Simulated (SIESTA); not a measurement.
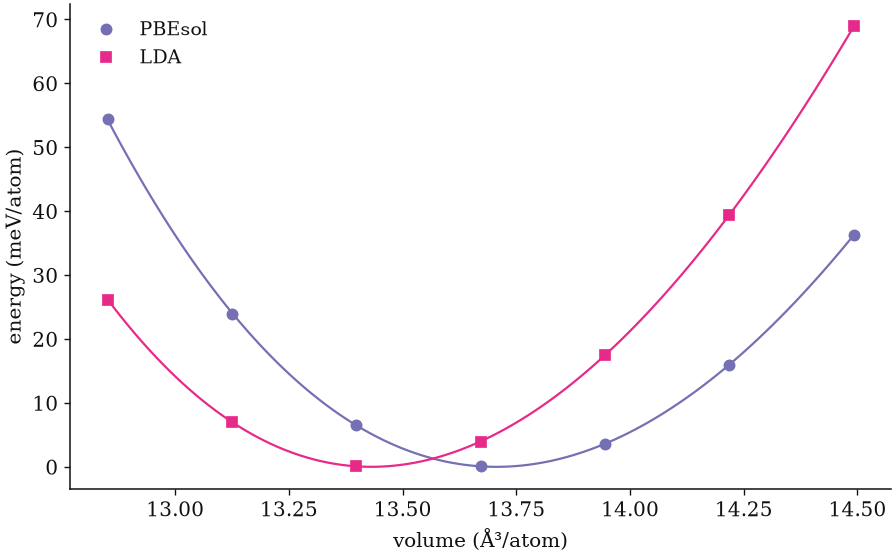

How it was computed, with SIESTA 5.4.2: DFT in numerical atomic orbitals with pseudopotentials, no spin polarisation; energies at scaled volumes of the given cell, shape and fractions fixed, counted from the fit's minimum, third-order Birch-Murnaghan fit. All runs: no spin polarisation.

| setting | value |
| --- | --- |
| k mesh | 12×12×12 |
| occupations | Fermi–Dirac |
| smearing width | 0.05 eV |
| potentials | PseudoDojo 0.4 standard, converted to PSML, two zetas on semicore shells |

Figure. Energy against volume, with one curve for each functional, for Rh (space group Fm-3m).

The fitted equilibrium volumes, smallest first, are LDA 13.431, PBEsol 13.706 Å³/atom. The fitted bulk moduli, smallest first, are PBEsol 287.8, LDA 307.0 GPa.

Limits of the calculation: mulliken charges of long orbitals.
